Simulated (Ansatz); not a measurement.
# Run report: Si, molecular dynamics (part 1 of 5)

System: Si (defect cell, 17 atoms in the cell).
Method: DFT PBE, scalar-relativistic, plane waves, PAW, PAW set soft_1, no spin polarisation (Ansatz 0.2.0).

It belongs to a series of runs on one base structure; here: dynamics from the last frame of the run before. Figures and captions count atoms from 1; the log counts them from 0 in places.

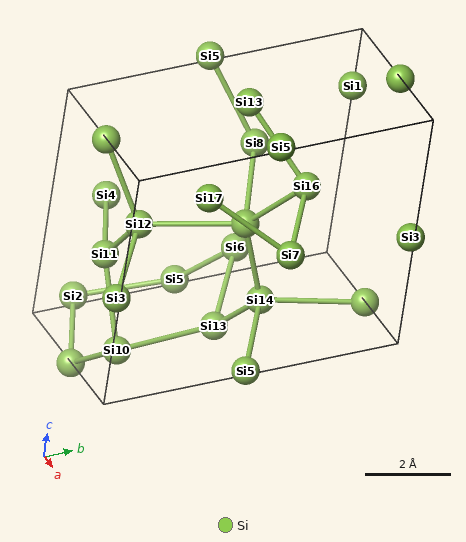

Fig. 1: The structure as given in the input (ball-and-stick view of the cell of the calculation, seen slightly off an axis; atoms are numbered from 1 in the order of the input). An atom can appear more than once, as a periodic image.

Summary

| quantity | value |
| --- | --- |
| outcome | finished |
| mean temperature over the second half | 1270 K |
| trajectory | 280 steps, 560 fs |
| ensemble | nve |
| temperature in the input | 1680.0 K |
| time step | 2 fs |
| electrons treated | 68 |
| potential energy (free energy of the electrons) (last step) | −10800.4067 eV |
| Fermi energy (last step) | 6.971 eV |
| largest force (length of the vector) (last step) | 2.339 eV/Å |
| hardware | 1 thread of Arm Neoverse V2, 24 GiB of memory available, shared host |
| wall time | 19 min |
| peak memory | 0.61 GiB |

Notes

The k-point mesh is coarse for a cell of this size, so the results may not be converged.

The input
```yaml
crystal:
  lattice:
    - [0.0, 5.43, 5.43]
    - [5.43, 0.0, 5.43]
    - [5.43, 5.43, 0.0]
  atoms:
    - { symbol: Si, position: [0.20498534, -0.06420814, -0.15340911] }
    - { symbol: Si, position: [0.11202354, 0.09978704, 0.09686854] }
    - { symbol: Si, position: [-0.03964735, -0.00252034, 0.45989766] }
    - { symbol: Si, position: [0.09476076, 0.16489531, 0.52158026] }
    - { symbol: Si, position: [-0.00647291, 0.4817402, 0.01756862] }
    - { symbol: Si, position: [0.05839213, 0.65756725, 0.13894865] }
    - { symbol: Si, position: [-0.04591627, 0.58724353, 0.48926631] }
    - { symbol: Si, position: [0.12027236, 0.64955245, 0.63434328] }
    - { symbol: Si, position: [0.47635291, 0.01848127, -0.03360965] }
    - { symbol: Si, position: [0.68046589, 0.11210726, 0.08116525] }
    - { symbol: Si, position: [0.47274411, 0.07851943, 0.43543101] }
    - { symbol: Si, position: [0.59099632, 0.14624889, 0.59972983] }
    - { symbol: Si, position: [0.4452515, 0.51047952, -0.01398553] }
    - { symbol: Si, position: [0.57314198, 0.61983098, 0.1259179] }
    - { symbol: Si, position: [0.51952393, 0.541027, 0.46544736] }
    - { symbol: Si, position: [0.59068586, 0.7144777, 0.6146711] }
    - { symbol: Si, position: [0.93811559, 0.27440929, 0.82271088] }
basis:
  ecutwfc: 420.0
kpoints:
  mp_grid: { grid: [2, 2, 2] }
hamiltonian:
  xc: pbe
  pseudopotentials: { kind: paw, azcp: { folder: soft_1 } }
scf:
  occupations: { method: fermi_dirac, width: 0.02 }
  lower_state_search: "off"
md:
  timestep: 2
  n_steps: 280
  ensemble: nve
  temperature: 1680.0
  initial_velocities: maxwell_boltzmann
  seed: 526747
```

Launched with:
```bash
ansatz run input.yaml --threads 1 --pin off --max-ram 3072MiB --backend cpu --events-out ev --progress --plain --runs-dir out
```

What the program printed
```
Warning: md: disabling space-group detection — thermal motion breaks the input geometry's symmetry, so no spatial operation reduces the k-mesh or symmetrises the density; time reversal is kept, so that k and −k are solved as one point where they differ and the mesh holds both, and exact exchange and, on two spinor components, a DFT+U term hold to it where the run has them: on two components no moment then forms, and a state that bears one, which a typed moment (crystal.atoms[].spin; refused beside efield: under a hybrid functional) reaches, can lie lower, under hf by electronvolts; crystal.symmetry.detect: false (a key that needs symmetry detection or time reversal refuses this as the deck is read) with time_reversal: false beside it drops time reversal too
Engine: ansatz 0.2.0, aarch64-unknown-linux-gnu
Pseudopotentials: kind: paw
Pseudopotential: Si, paw, valence charge 4, recommended cutoff 420 eV (normal), [file]
Functional definition: PBE
  parameter kappa = 0.804
  parameter beta = 0.06672455060314922
  exchange = pbe_x(kappa = kappa, mu = beta*pi^2/3)
  correlation = pbe_c(beta = beta)
Crystal: 17 atoms, lattice volume = 320.206 Å³
Basis set: ecut = 420 eV, 6231 PW (Γ), exchange–correlation on 108×108×108 points (8 copies of the dense FFT grid, shifted against one another)
Bands: 51, of which v1, the nominal top of the filled ones, is band 34 counted from 1 (33 counted from 0)
Symmetry: 1 space group operations
k-points: 8
Non-local potential: Si, projectors of the file, l = 0: 2, l = 1: 2, l = 2: 1
PAW form: soft (Blöchl's): semilocal exchange-correlation on the pseudo side does not see the compensation charge
PAW one-centre angular grid: Si, 110 points (default); XC on 64 Gauss nodes
Initial density: superposition of atomic densities (chi_scale 0.1, normalization cell)
Initial wavefunctions: pseudopotential atomic-orbital guess
Functional: x = pbe(κ = 0.804, μ = 0.2195149727645171), c = pbe(β = 0.06672455060314922)
SCF iter   1: F=—  HF=-10803.159041 eV  |F-HF|=—  |Δ(HF+E_count)|=         —  Δρ=4.19e-2  dr2=5.64e0  ethr=3.10e-3  ⟨swp⟩=7.8  Hψ=2219  notcnv=0  defer=27
preconditioner: auto → Kerker (q_TF=auto, 2.107 Å⁻¹)  [metal: Δε(μ)=0.018 eV  Ē_g=7.790 eV  σ=0.020 eV  W_gap=0.22  n_scr=58 (ndim 8)  ℏωp=17.1 eV  f_vac=0.000  D(μ)=6.63/eV (n_scr^D=50)]
SCF iter   2: F=—  HF=-10802.271942 eV  |F-HF|=—  |Δ(HF+E_count)|=   8.87e-1  Δρ=2.53e-2  dr2=2.19e0  ethr=3.10e-3  ⟨swp⟩=1.0  Hψ=472  notcnv=0  defer=41
preconditioner: auto → Resta (q_TF=auto, 2.107 Å⁻¹)  ε∞=5.9  [insulator: Δε(μ)=0.148 eV  Ē_g=7.748 eV  σ=0.020 eV  W_gap=0.53  n_scr=58 (ndim 8)  ℏωp=17.1 eV  f_vac=0.000  D(μ)=6.93/eV (n_scr^D=50)  ε∞_Penn≈5.9]
SCF iter   3: F=—  HF=-10801.755625 eV  |F-HF|=—  |Δ(HF+E_count)|=   5.16e-1  Δρ=2.80e-3  dr2=3.56e-2  ethr=3.10e-3  ⟨swp⟩=2.8  Hψ=634  notcnv=0  defer=41
SCF iter   4: F=—  HF=-10801.767999 eV  |F-HF|=—  |Δ(HF+E_count)|=   1.24e-2  Δρ=1.15e-3  dr2=1.38e-2  ethr=5.24e-5  ⟨swp⟩=3.1  Hψ=612  notcnv=0  defer=73
SCF iter   5: F=—  HF=-10801.769010 eV  |F-HF|=—  |Δ(HF+E_count)|=   1.01e-3  Δρ=3.04e-4  dr2=7.72e-4  ethr=2.02e-5  ⟨swp⟩=2.4  Hψ=551  notcnv=0  defer=73
SCF iter   6: F=—  HF=-10801.769201 eV  |F-HF|=—  |Δ(HF+E_count)|=   1.92e-4  Δρ=8.25e-5  dr2=3.30e-5  ethr=1.14e-6  ⟨swp⟩=2.1  Hψ=533  notcnv=0  defer=73
SCF iter   7: F=—  HF=-10801.769233 eV  |F-HF|=—  |Δ(HF+E_count)|=   3.16e-5  Δρ=2.44e-5  dr2=4.31e-6  ethr=4.86e-8  ⟨swp⟩=2.0  Hψ=599  notcnv=0  defer=73
SCF iter   8: F=—  HF=-10801.769203 eV  |F-HF|=—  |Δ(HF+E_count)|=   2.97e-5  Δρ=7.04e-6  dr2=3.37e-7  ethr=6.34e-9  ⟨swp⟩=2.0  Hψ=562  notcnv=0  defer=73
SCF iter   9: F=—  HF=-10801.769204 eV  |F-HF|=—  |Δ(HF+E_count)|=   2.56e-7  Δρ=2.17e-6  dr2=3.42e-8  ethr=4.95e-10  ⟨swp⟩=2.0  Hψ=545  notcnv=0  defer=73
SCF iter  10: F=-10801.769204 eV  HF=-10801.769204 eV  |F-HF|=4.62e-10  |Δ(HF+E_count)|=   1.37e-8  Δρ=6.15e-7  dr2=3.09e-9  ethr=2.50e-11  ⟨swp⟩=5.0  Hψ=1310  notcnv=0
SCF 1 converged in 10 iterations: F = -10801.769204 eV  dr2 = 3.09e-9
  greatest PAW one-centre occupation: 0.676 electrons in one spin orbital (limit 2), on the Si atom at site 0 (counted from 0), in its partial waves of l = 0
md step     0: t =     0.00 fs  T =  1680.0 K  F+E_penalty+E_count = -10801.76920354 eV  E_kin = 3.474509 eV  conserved = -10798.29469477 eV  (10 SCF iters)
Initial density: handed on by an earlier stage of this run
Initial wavefunctions: those handed on with the density
iter 1 solved again at ethr=3.01e-5 eV; its pass at ethr=3.10e-3 eV (dr2=2.05e-2 eV) is discarded
SCF iter   1: F=—  HF=-10801.690958 eV  |F-HF|=—  |Δ(HF+E_count)|=         —  Δρ=2.22e-3  dr2=2.51e-2  ethr=3.01e-5  ⟨swp⟩=6.8  Hψ=2567  notcnv=0
preconditioner: auto → Kerker (q_TF=auto, 2.107 Å⁻¹)  [metal: Δε(μ)=0.036 eV  Ē_g=7.687 eV  σ=0.020 eV  W_gap=0.42  n_scr=58 (ndim 8)  ℏωp=17.1 eV  f_vac=0.000  D(μ)=5.60/eV (n_scr^D=26)]
SCF iter   2: F=—  HF=-10801.686373 eV  |F-HF|=—  |Δ(HF+E_count)|=   4.59e-3  Δρ=1.23e-3  dr2=7.38e-3  ethr=3.01e-5  ⟨swp⟩=1.0  Hψ=408  notcnv=0
SCF iter   3: F=—  HF=-10801.684735 eV  |F-HF|=—  |Δ(HF+E_count)|=   1.64e-3  Δρ=1.26e-4  dr2=5.87e-5  ethr=1.09e-5  ⟨swp⟩=3.1  Hψ=748  notcnv=0
SCF iter   4: F=—  HF=-10801.684737 eV  |F-HF|=—  |Δ(HF+E_count)|=   1.74e-6  Δρ=3.61e-5  dr2=8.99e-6  ethr=8.64e-8  ⟨swp⟩=2.1  Hψ=685  notcnv=0
SCF iter   5: F=—  HF=-10801.684704 eV  |F-HF|=—  |Δ(HF+E_count)|=   3.25e-5  Δρ=9.58e-6  dr2=6.87e-7  ethr=1.32e-8  ⟨swp⟩=2.0  Hψ=653  notcnv=0
SCF iter   6: F=—  HF=-10801.684705 eV  |F-HF|=—  |Δ(HF+E_count)|=   1.66e-7  Δρ=1.85e-6  dr2=2.07e-8  ethr=1.01e-9  ⟨swp⟩=2.8  Hψ=697  notcnv=0
SCF iter   7: F=-10801.684705 eV  HF=-10801.684705 eV  |F-HF|=4.57e-10  |Δ(HF+E_count)|=   8.38e-9  Δρ=5.39e-7  dr2=1.58e-9  ethr=2.50e-11  ⟨swp⟩=4.0  Hψ=1245  notcnv=0
SCF 2 converged in 7 iterations: F = -10801.684705 eV  dr2 = 1.58e-9
md step     1: t =     2.00 fs  T =  1639.5 K  F+E_penalty+E_count = -10801.68470465 eV  E_kin = 3.390710 eV  conserved = -10798.29399514 eV  (7 SCF iters)
[... from here on the SCF iterations and repeated set-up lines of each step are left out, up to the last step ...]
SCF 3 converged in 7 iterations: F = -10801.554849 eV  dr2 = 3.58e-9
md step     2: t =     4.00 fs  T =  1577.4 K  F+E_penalty+E_count = -10801.55484857 eV  E_kin = 3.262243 eV  conserved = -10798.29260517 eV  (7 SCF iters)
md step     3: t =     6.00 fs  T =  1504.7 K  F+E_penalty+E_count = -10801.40269462 eV  E_kin = 3.111891 eV  conserved = -10798.29080350 eV  (7 SCF iters)
md step     4: t =     8.00 fs  T =  1435.3 K  F+E_penalty+E_count = -10801.25754876 eV  E_kin = 2.968519 eV  conserved = -10798.28903000 eV  (7 SCF iters)
md step     5: t =    10.00 fs  T =  1383.0 K  F+E_penalty+E_count = -10801.14798616 eV  E_kin = 2.860169 eV  conserved = -10798.28781741 eV  (5 SCF iters)
md step     6: t =    12.00 fs  T =  1356.8 K  F+E_penalty+E_count = -10801.09370267 eV  E_kin = 2.806103 eV  conserved = -10798.28759974 eV  (4 SCF iters)
md step     7: t =    14.00 fs  T =  1359.1 K  F+E_penalty+E_count = -10801.09922435 eV  E_kin = 2.810784 eV  conserved = -10798.28844039 eV  (4 SCF iters)
md step     8: t =    16.00 fs  T =  1384.4 K  F+E_penalty+E_count = -10801.15306781 eV  E_kin = 2.863107 eV  conserved = -10798.28996122 eV  (3 SCF iters)
md step     9: t =    18.00 fs  T =  1422.4 K  F+E_penalty+E_count = -10801.23333098 eV  E_kin = 2.941809 eV  conserved = -10798.29152158 eV  (3 SCF iters)
md step    10: t =    20.00 fs  T =  1462.5 K  F+E_penalty+E_count = -10801.31716476 eV  E_kin = 3.024642 eV  conserved = -10798.29252318 eV  (7 SCF iters)
md step    11: t =    22.00 fs  T =  1497.5 K  F+E_penalty+E_count = -10801.38968768 eV  E_kin = 3.097019 eV  conserved = -10798.29266863 eV  (4 SCF iters)
md step    12: t =    24.00 fs  T =  1526.2 K  F+E_penalty+E_count = -10801.44847893 eV  E_kin = 3.156430 eV  conserved = -10798.29204909 eV  (4 SCF iters)
md step    13: t =    26.00 fs  T =  1552.7 K  F+E_penalty+E_count = -10801.50227664 eV  E_kin = 3.211245 eV  conserved = -10798.29103173 eV  (4 SCF iters)
md step    14: t =    28.00 fs  T =  1583.7 K  F+E_penalty+E_count = -10801.56540672 eV  E_kin = 3.275297 eV  conserved = -10798.29010961 eV  (4 SCF iters)
md step    15: t =    30.00 fs  T =  1624.6 K  F+E_penalty+E_count = -10801.64991175 eV  E_kin = 3.359895 eV  conserved = -10798.29001686 eV  (5 SCF iters)
md step    16: t =    32.00 fs  T =  1675.7 K  F+E_penalty+E_count = -10801.75646747 eV  E_kin = 3.465526 eV  conserved = -10798.29094197 eV  (5 SCF iters)
md step    17: t =    34.00 fs  T =  1730.8 K  F+E_penalty+E_count = -10801.87195462 eV  E_kin = 3.579628 eV  conserved = -10798.29232649 eV  (5 SCF iters)
md step    18: t =    36.00 fs  T =  1780.2 K  F+E_penalty+E_count = -10801.97547335 eV  E_kin = 3.681705 eV  conserved = -10798.29376877 eV  (5 SCF iters)
md step    19: t =    38.00 fs  T =  1813.1 K  F+E_penalty+E_count = -10802.04474696 eV  E_kin = 3.749836 eV  conserved = -10798.29491067 eV  (5 SCF iters)
md step    20: t =    40.00 fs  T =  1821.2 K  F+E_penalty+E_count = -10802.06189314 eV  E_kin = 3.766447 eV  conserved = -10798.29544572 eV  (7 SCF iters)
md step    21: t =    42.00 fs  T =  1800.1 K  F+E_penalty+E_count = -10802.01816743 eV  E_kin = 3.722930 eV  conserved = -10798.29523791 eV  (4 SCF iters)
md step    22: t =    44.00 fs  T =  1751.2 K  F+E_penalty+E_count = -10801.91616453 eV  E_kin = 3.621827 eV  conserved = -10798.29433746 eV  (4 SCF iters)
md step    23: t =    46.00 fs  T =  1680.8 K  F+E_penalty+E_count = -10801.76915685 eV  E_kin = 3.476222 eV  conserved = -10798.29293481 eV  (4 SCF iters)
md step    24: t =    48.00 fs  T =  1599.0 K  F+E_penalty+E_count = -10801.59829659 eV  E_kin = 3.307014 eV  conserved = -10798.29128215 eV  (4 SCF iters)
md step    25: t =    50.00 fs  T =  1517.8 K  F+E_penalty+E_count = -10801.42873986 eV  E_kin = 3.139104 eV  conserved = -10798.28963570 eV  (4 SCF iters)
md step    26: t =    52.00 fs  T =  1449.2 K  F+E_penalty+E_count = -10801.28551297 eV  E_kin = 2.997265 eV  conserved = -10798.28824775 eV  (4 SCF iters)
md step    27: t =    54.00 fs  T =  1403.2 K  F+E_penalty+E_count = -10801.18946666 eV  E_kin = 2.902114 eV  conserved = -10798.28735262 eV  (3 SCF iters)
md step    28: t =    56.00 fs  T =  1386.0 K  F+E_penalty+E_count = -10801.15358693 eV  E_kin = 2.866447 eV  conserved = -10798.28713950 eV  (3 SCF iters)
md step    29: t =    58.00 fs  T =  1398.6 K  F+E_penalty+E_count = -10801.18016342 eV  E_kin = 2.892467 eV  conserved = -10798.28769633 eV  (3 SCF iters)
md step    30: t =    60.00 fs  T =  1436.4 K  F+E_penalty+E_count = -10801.25958590 eV  E_kin = 2.970629 eV  conserved = -10798.28895655 eV  (7 SCF iters)
md step    31: t =    62.00 fs  T =  1489.7 K  F+E_penalty+E_count = -10801.37159859 eV  E_kin = 3.080953 eV  conserved = -10798.29064555 eV  (4 SCF iters)
md step    32: t =    64.00 fs  T =  1545.9 K  F+E_penalty+E_count = -10801.48954149 eV  E_kin = 3.197212 eV  conserved = -10798.29232971 eV  (4 SCF iters)
md step    33: t =    66.00 fs  T =  1592.3 K  F+E_penalty+E_count = -10801.58670137 eV  E_kin = 3.293057 eV  conserved = -10798.29364470 eV  (5 SCF iters)
md step    34: t =    68.00 fs  T =  1618.5 K  F+E_penalty+E_count = -10801.64183751 eV  E_kin = 3.347350 eV  conserved = -10798.29448704 eV  (5 SCF iters)
md step    35: t =    70.00 fs  T =  1618.5 K  F+E_penalty+E_count = -10801.64199843 eV  E_kin = 3.347357 eV  conserved = -10798.29464145 eV  (5 SCF iters)
md step    36: t =    72.00 fs  T =  1591.3 K  F+E_penalty+E_count = -10801.58504174 eV  E_kin = 3.290964 eV  conserved = -10798.29407822 eV  (5 SCF iters)
md step    37: t =    74.00 fs  T =  1540.7 K  F+E_penalty+E_count = -10801.47950026 eV  E_kin = 3.186385 eV  conserved = -10798.29311540 eV  (5 SCF iters)
md step    38: t =    76.00 fs  T =  1473.8 K  F+E_penalty+E_count = -10801.34024755 eV  E_kin = 3.048154 eV  conserved = -10798.29209363 eV  (4 SCF iters)
md step    39: t =    78.00 fs  T =  1398.5 K  F+E_penalty+E_count = -10801.18345654 eV  E_kin = 2.892224 eV  conserved = -10798.29123260 eV  (4 SCF iters)
md step    40: t =    80.00 fs  T =  1321.2 K  F+E_penalty+E_count = -10801.02315390 eV  E_kin = 2.732546 eV  conserved = -10798.29060754 eV  (7 SCF iters)
md step    41: t =    82.00 fs  T =  1247.3 K  F+E_penalty+E_count = -10800.86988968 eV  E_kin = 2.579711 eV  conserved = -10798.29017913 eV  (4 SCF iters)
md step    42: t =    84.00 fs  T =  1180.4 K  F+E_penalty+E_count = -10800.73114137 eV  E_kin = 2.441292 eV  conserved = -10798.28984954 eV  (3 SCF iters)
md step    43: t =    86.00 fs  T =  1123.3 K  F+E_penalty+E_count = -10800.61267657 eV  E_kin = 2.323163 eV  conserved = -10798.28951389 eV  (4 SCF iters)
md step    44: t =    88.00 fs  T =  1078.7 K  F+E_penalty+E_count = -10800.52002904 eV  E_kin = 2.230922 eV  conserved = -10798.28910705 eV  (4 SCF iters)
md step    45: t =    90.00 fs  T =  1049.6 K  F+E_penalty+E_count = -10800.45934964 eV  E_kin = 2.170718 eV  conserved = -10798.28863189 eV  (4 SCF iters)
md step    46: t =    92.00 fs  T =  1039.1 K  F+E_penalty+E_count = -10800.43726451 eV  E_kin = 2.149119 eV  conserved = -10798.28814595 eV  (4 SCF iters)
md step    47: t =    94.00 fs  T =  1049.9 K  F+E_penalty+E_count = -10800.45932139 eV  E_kin = 2.171312 eV  conserved = -10798.28800915 eV  (5 SCF iters)
md step    48: t =    96.00 fs  T =  1081.6 K  F+E_penalty+E_count = -10800.52552551 eV  E_kin = 2.237018 eV  conserved = -10798.28850797 eV  (5 SCF iters)
md step    49: t =    98.00 fs  T =  1130.4 K  F+E_penalty+E_count = -10800.62728494 eV  E_kin = 2.337836 eV  conserved = -10798.28944884 eV  (5 SCF iters)
md step    50: t =   100.00 fs  T =  1188.9 K  F+E_penalty+E_count = -10800.74936241 eV  E_kin = 2.458777 eV  conserved = -10798.29058578 eV  (7 SCF iters)
md step    51: t =   102.00 fs  T =  1248.3 K  F+E_penalty+E_count = -10800.87340811 eV  E_kin = 2.581742 eV  conserved = -10798.29166641 eV  (5 SCF iters)
md step    52: t =   104.00 fs  T =  1300.4 K  F+E_penalty+E_count = -10800.98188753 eV  E_kin = 2.689432 eV  conserved = -10798.29245601 eV  (4 SCF iters)
md step    53: t =   106.00 fs  T =  1338.9 K  F+E_penalty+E_count = -10801.06182373 eV  E_kin = 2.769032 eV  conserved = -10798.29279136 eV  (5 SCF iters)
md step    54: t =   108.00 fs  T =  1361.0 K  F+E_penalty+E_count = -10801.10734222 eV  E_kin = 2.814699 eV  conserved = -10798.29264306 eV  (4 SCF iters)
md step    55: t =   110.00 fs  T =  1367.3 K  F+E_penalty+E_count = -10801.12007250 eV  E_kin = 2.827892 eV  conserved = -10798.29218046 eV  (5 SCF iters)
md step    56: t =   112.00 fs  T =  1361.3 K  F+E_penalty+E_count = -10801.10696358 eV  E_kin = 2.815335 eV  conserved = -10798.29162888 eV  (5 SCF iters)
md step    57: t =   114.00 fs  T =  1346.9 K  F+E_penalty+E_count = -10801.07690564 eV  E_kin = 2.785706 eV  conserved = -10798.29119961 eV  (4 SCF iters)
```
